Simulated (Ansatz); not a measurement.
## From CaO to SnO

System: CaO (P4/nmm, 8 atoms in the cell).
Method of run 1: DFT PBEsol, scalar-relativistic, plane waves, PAW, no spin polarisation (Ansatz 0.2.0).
System of run 2: SnO (Cmce, 8 atoms in the cell).

On run 1: The structure was made by swapping elements on the sites of another compound; it need not be a known phase. On run 2: The structure derives from a Materials Project entry. Text and figures count atoms from 1; the logs count them from 0 in places.

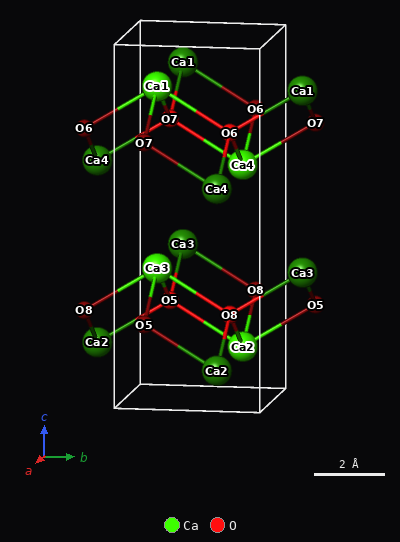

**Figure 1.** The structure (ball-and-stick view of the cell of the calculation, seen slightly off an axis; neighbours outside the cell are drawn fainter; atoms are numbered from 1 in the order of the input). An atom can appear more than once, as a periodic image. Near neighbours in the periodic cell (some may lie outside the picture): Ca has 4 O at 2.48 Å; O has 4 Ca at 2.48 Å.

**The input, run 1**
```yaml
crystal:
  lattice:
    - [2.9991081452, -2.9991078947, 0.0]
    - [2.9991081452, 2.9991078947, 0.0]
    - [0.0, 0.0, 10.5906919754]
  atoms:
    - { symbol: Ca, position: [0.7500077538, 0.2499922462, 0.8712316879] }
    - { symbol: Ca, position: [0.2499922462, 0.7500077538, 0.1287683121] }
    - { symbol: Ca, position: [0.7499922462, 0.2500077538, 0.3712316879] }
    - { symbol: Ca, position: [0.2500077538, 0.7499922462, 0.6287683121] }
    - { symbol: O, position: [0.2499958234, 0.2500041766, 0.25] }
    - { symbol: O, position: [0.7500041766, 0.7499958234, 0.75] }
    - { symbol: O, position: [0.2500041766, 0.2499958234, 0.75] }
    - { symbol: O, position: [0.7499958234, 0.7500041766, 0.25] }
basis:
  ecutwfc: 420
kpoints:
  mp_grid: { grid: [4, 4, 2] }
hamiltonian:
  xc: pbesol
scf:
  occupations: { method: gaussian, width: 0.1 }
output:
  forces: true
  stress: true
  eigenvalues: true
```

Command:
```bash
ansatz run input.yaml --threads 2 --pin off --max-ram 5120MiB --backend cpu --events-out ev --progress --plain --runs-dir out
```

Hardware: 2 threads of Intel Xeon @ 2.90GHz (Ice Lake), 32 GiB of memory available, shared host.

**Output, shortened to warnings, some set-up lines, iterations and results (run 1)**
```
Warning: at least one further symmetry operation maps every atom of the structure, as the run holds it, onto an atom to within 2.19e-5 (fractional), and is not used: no operation is sought that the atoms, as the run holds them, miss by more than 2.00e-5, twice crystal.symmetry.tolerance (1.0e-5). The run uses 8 unitary operations. The run imposes no operation that its atoms and lattice do not …
Warning: 16 further operations each map every atom onto an atom to within the bar at which the run's group was sought, crystal.symmetry.tolerance = 1.0e-5 (fractional) or twice it, and were not used: together with those that the run uses (8 unitary) they do not form a group (the best of them misses by 1.55e-5). An atom lies off a symmetric position by an amount comparable with the tolerance. The …
Basis set: ecut = 420 eV, 3699 PW (Γ), exchange–correlation on 60×60×144 points (8 copies of the dense FFT grid, shifted against one another)
Symmetry: 8 space group operations
k-points: 14 of 32
Initial density: superposition of atomic densities (neutral atoms: chi_scale 0, normalization atom), corrected by the library's trained network
[...]
SCF iter   1: F=—  HF=-9422.957409 eV  |F-HF|=—  |Δ(HF+E_count)|=         —  Δρ=1.07e-2  dr2=1.94e-1  ethr=1.77e-3  ⟨swp⟩=8.6  Hψ=2547  notcnv=0
SCF iter   2: F=—  HF=-9422.943851 eV  |F-HF|=—  |Δ(HF+E_count)|=   1.36e-2  Δρ=9.06e-3  dr2=1.90e-1  ethr=3.04e-4  ⟨swp⟩=2.0  Hψ=966  notcnv=0  defer=42
SCF iter   3: F=—  HF=-9422.922243 eV  |F-HF|=—  |Δ(HF+E_count)|=   2.16e-2  Δρ=1.17e-3  dr2=2.13e-3  ethr=2.96e-4  ⟨swp⟩=2.0  Hψ=733  notcnv=0  defer=42
SCF iter   4: F=—  HF=-9422.922587 eV  |F-HF|=—  |Δ(HF+E_count)|=   3.44e-4  Δρ=4.14e-4  dr2=6.23e-4  ethr=3.32e-6  ⟨swp⟩=2.0  Hψ=918  notcnv=0  defer=14
SCF iter   5: F=—  HF=-9422.922444 eV  |F-HF|=—  |Δ(HF+E_count)|=   1.43e-4  Δρ=1.07e-4  dr2=4.11e-5  ethr=9.74e-7  ⟨swp⟩=2.0  Hψ=686  notcnv=0  defer=14
SCF iter   6: F=—  HF=-9422.922466 eV  |F-HF|=—  |Δ(HF+E_count)|=   2.21e-5  Δρ=5.07e-5  dr2=7.17e-6  ethr=6.42e-8  ⟨swp⟩=1.4  Hψ=537  notcnv=0  defer=14
SCF iter   7: F=-9422.922466 eV  HF=-9422.922466 eV  |F-HF|=6.17e-8  |Δ(HF+E_count)|=   1.39e-7  Δρ=7.42e-6  dr2=8.24e-8  ethr=1.56e-10  ⟨swp⟩=6.4  Hψ=2445  notcnv=0
SCF 1 converged in 7 iterations: F = -9422.922466 eV  dr2 = 8.24e-8
SCF converged after 7 iterations
Free energy (F): -9422.922466 eV
Harris-Foulkes:  -9422.922466 eV  (|F-HF|=6.17e-8)
Internal energy: -9422.899457 eV  (E = F + TS)
E sigma→0 (E₀):  -9422.910961 eV
Entropy (-TS):   -0.023009 eV (-2.876 meV/atom)
Fermi energy:    4.057305 eV
--- Per-component energies (eV) ---
  E_band       = -718.153198
  E_kinetic    = 1786.607525
  E_local      = -5327.374685  (includes V_loc(G=0)·N_el)
  E_nonlocal   = 450.083886
  E_hartree    = 1908.232767
  E_xc         = -828.774899
  E_vxc        = -1047.128438  (∫ρ·V_xc dr)
  E_paw        = -3951.963860  (= ΣΔE_a)
  E_vpaw       = -396.835154  (= ΣTr[D̂ρ^β])
  E_aug_tail   = 0.009341  (compensation charges beyond the density's cutoff)
  E_ewald      = -3460.335861
  E_core_change = 0.616329  (= ΣΔE_core)
  E_smearing   = -0.023009  (= −TS)
  E_closure    = -0.000000  (closes the sum)
  Σ components = -9422.922466   (vs F -9422.922466, Δ=0.00e0)
--- Forces (eV/Å), atoms counted from 1 ---
  atom   1  Ca     0.00000000     0.00005246    -4.14723766
  atom   2  Ca    -0.00000000    -0.00005246     4.14723766
  atom   3  Ca    -0.00000000    -0.00005246    -4.14723766
  atom   4  Ca     0.00000000     0.00005246     4.14723766
  atom   5  O      0.00000000     0.00001446    -0.00000000
  atom   6  O      0.00000000    -0.00001446    -0.00000000
  atom   7  O      0.00000000    -0.00001446     0.00000000
  atom   8  O      0.00000000     0.00001446     0.00000000
  max |Σ_I F_I| component: 8.88e-16 eV/Å
--- Stress (GPa, compression-positive) ---
       -7.510246       0.000000       0.000000
        0.000000      -7.510350       0.000000
        0.000000       0.000000     -20.393950
  P = ⅓ Tr σ = -11.8048 GPa (-118.048 kbar)
```

The input of run 2 differs as follows (lines with − go, lines with + come):
```diff
-    - [2.9991081452, -2.9991078947, 0.0]
-    - [2.9991081452, 2.9991078947, 0.0]
-    - [0.0, 0.0, 10.5906919754]
+    - [2.736912, -2.737796, 0.0]
+    - [2.736912, 2.737796, 0.0]
+    - [0.0, 0.0, 10.22196]
-    - { symbol: Ca, position: [0.7500077538, 0.2499922462, 0.8712316879] }
-    - { symbol: Ca, position: [0.2499922462, 0.7500077538, 0.1287683121] }
-    - { symbol: Ca, position: [0.7499922462, 0.2500077538, 0.3712316879] }
-    - { symbol: Ca, position: [0.2500077538, 0.7499922462, 0.6287683121] }
-    - { symbol: O, position: [0.2499958234, 0.2500041766, 0.25] }
-    - { symbol: O, position: [0.7500041766, 0.7499958234, 0.75] }
-    - { symbol: O, position: [0.2500041766, 0.2499958234, 0.75] }
-    - { symbol: O, position: [0.7499958234, 0.7500041766, 0.25] }
+    - { symbol: Sn, position: [0.736547, 0.263453, 0.863858] }
+    - { symbol: Sn, position: [0.263453, 0.736547, 0.136142] }
+    - { symbol: Sn, position: [0.763453, 0.236547, 0.363858] }
+    - { symbol: Sn, position: [0.236547, 0.763453, 0.636142] }
+    - { symbol: O, position: [0.261944, 0.238056, 0.25] }
+    - { symbol: O, position: [0.738056, 0.761944, 0.75] }
+    - { symbol: O, position: [0.238056, 0.261944, 0.75] }
+    - { symbol: O, position: [0.761944, 0.738056, 0.25] }
-  mp_grid: { grid: [4, 4, 2] }
+  mp_grid: { grid: [6, 6, 2] }
```

What does this change do to the results?

The total energies belong to different systems, so their difference says nothing on which is more stable or more accurate. A gap of 0.50 eV opens on the mesh, where run 1 has none. The pressure goes from −11.80 to −4.05 GPa. The largest force goes from 4.147 to 0.385 eV/Å. The volume per atom goes from 23.81 to 19.15 Å³. The number of SCF iterations is the same. The irreducible k-points go from 14 to 26. The plane waves at Γ go from 3699 to 3027. On the same kind of shared host run 2 took about 1.7 times as long.

**Output, shortened to warnings, some set-up lines, iterations and results (run 2)**
```
Basis set: ecut = 420 eV, 3027 PW (Γ), exchange–correlation on 54×54×144 points (8 copies of the dense FFT grid, shifted against one another)
Symmetry: 8 space group operations
k-points: 26 of 72
Initial density: superposition of atomic densities (neutral atoms: chi_scale 0, normalization atom), corrected by the library's trained network
[...]
SCF iter   1: F=—  HF=-26042.730238 eV  |F-HF|=—  |Δ(HF+E_count)|=         —  Δρ=1.28e-2  dr2=2.15e-1  ethr=1.77e-3  ⟨swp⟩=6.1  Hψ=4810  notcnv=0
SCF iter   2: F=—  HF=-26042.690424 eV  |F-HF|=—  |Δ(HF+E_count)|=   3.98e-2  Δρ=4.89e-3  dr2=3.52e-2  ethr=2.68e-4  ⟨swp⟩=2.0  Hψ=2076  notcnv=0  defer=69
SCF iter   3: F=—  HF=-26042.683016 eV  |F-HF|=—  |Δ(HF+E_count)|=   7.41e-3  Δρ=9.67e-4  dr2=1.56e-3  ethr=4.40e-5  ⟨swp⟩=2.0  Hψ=1551  notcnv=0  defer=45
SCF iter   4: F=—  HF=-26042.683067 eV  |F-HF|=—  |Δ(HF+E_count)|=   5.04e-5  Δρ=2.61e-4  dr2=9.91e-5  ethr=1.95e-6  ⟨swp⟩=2.0  Hψ=2215  notcnv=0  defer=45
SCF iter   5: F=—  HF=-26042.683042 eV  |F-HF|=—  |Δ(HF+E_count)|=   2.46e-5  Δρ=6.07e-5  dr2=7.40e-6  ethr=1.24e-7  ⟨swp⟩=2.0  Hψ=1591  notcnv=0  defer=45
SCF iter   6: F=—  HF=-26042.683044 eV  |F-HF|=—  |Δ(HF+E_count)|=   1.61e-6  Δρ=1.93e-5  dr2=6.30e-7  ethr=9.26e-9  ⟨swp⟩=2.0  Hψ=2165  notcnv=0  defer=45
SCF iter   7: F=-26042.683045 eV  HF=-26042.683045 eV  |F-HF|=3.02e-8  |Δ(HF+E_count)|=   6.43e-7  Δρ=4.68e-6  dr2=4.27e-8  ethr=1.25e-10  ⟨swp⟩=10.0  Hψ=5722  notcnv=0
SCF 1 converged in 7 iterations: F = -26042.683045 eV  dr2 = 4.27e-8
SCF converged after 7 iterations
Free energy (F): -26042.683045 eV
Harris-Foulkes:  -26042.683045 eV  (|F-HF|=3.02e-8)
Internal energy: -26042.683041 eV  (E = F + TS)
E sigma→0 (E₀):  -26042.683043 eV
Entropy (-TS):   -0.000004 eV (-0.000 meV/atom)
Fermi energy:    8.668103 eV
--- Per-component energies (eV) ---
  E_band       = -464.492475
  E_kinetic    = 1440.234904
  E_local      = -5860.098219  (includes V_loc(G=0)·N_el)
  E_nonlocal   = 71.699104
  E_hartree    = 3100.003454
  E_xc         = -1806.661016
  E_vxc        = -758.945363  (∫ρ·V_xc dr)
  E_paw        = -16867.296618  (= ΣΔE_a)
  E_vpaw       = -1557.405650  (= ΣTr[D̂ρ^β])
  E_aug_tail   = 0.009490  (compensation charges beyond the density's cutoff)
  E_ewald      = -6121.854649
  E_core_change = 1.280511  (= ΣΔE_core)
  E_smearing   = -0.000004  (= −TS)
  E_closure    = 0.000000  (closes the sum)
  Σ components = -26042.683045   (vs F -26042.683045, Δ=0.00e0)
--- Forces (eV/Å), atoms counted from 1 ---
  atom   1  Sn     0.00000000    -0.04206901    -0.38241085
  atom   2  Sn     0.00000000     0.04206901     0.38241085
  atom   3  Sn     0.00000000     0.04206901    -0.38241085
  atom   4  Sn     0.00000000    -0.04206901     0.38241085
  atom   5  O     -0.00000000     0.00121299     0.00000000
  atom   6  O      0.00000000    -0.00121299     0.00000000
  atom   7  O      0.00000000    -0.00121299    -0.00000000
  atom   8  O     -0.00000000     0.00121299    -0.00000000
  max |Σ_I F_I| component: 2.06e-17 eV/Å
--- Stress (GPa, compression-positive) ---
       -4.274687       0.000000       0.000000
        0.000000      -4.272046       0.000000
        0.000000       0.000000      -3.593157
  P = ⅓ Tr σ = -4.0466 GPa (-40.466 kbar)
```

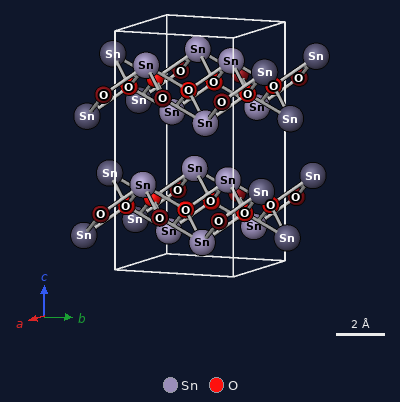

**Figure 2.** The input structure of run 2 (ball-and-stick view of the cell 2 times as large as that of the calculation, set on its symmetry axes, seen slightly off an axis; neighbours outside the cell are drawn fainter). An atom can appear more than once, as a periodic image.

**The two runs side by side**

```csv
quantity,run 1,run 2
outcome,converged,converged
free energy per atom (eV),−1177.8653,−3255.3354
"energy per atom, smearing taken to zero (eV)",−1177.8639,−3255.3354
gap on the mesh (eV),0.00,0.50
pressure (GPa),−11.80,−4.05
volume per atom (Å³),23.81,19.15
largest force (eV/Å),4.147,0.385
SCF iterations,7,7
irreducible k-points,14,26
plane waves at Γ,3699,3027
wall time (shared host),2.2 s,3.8 s
```
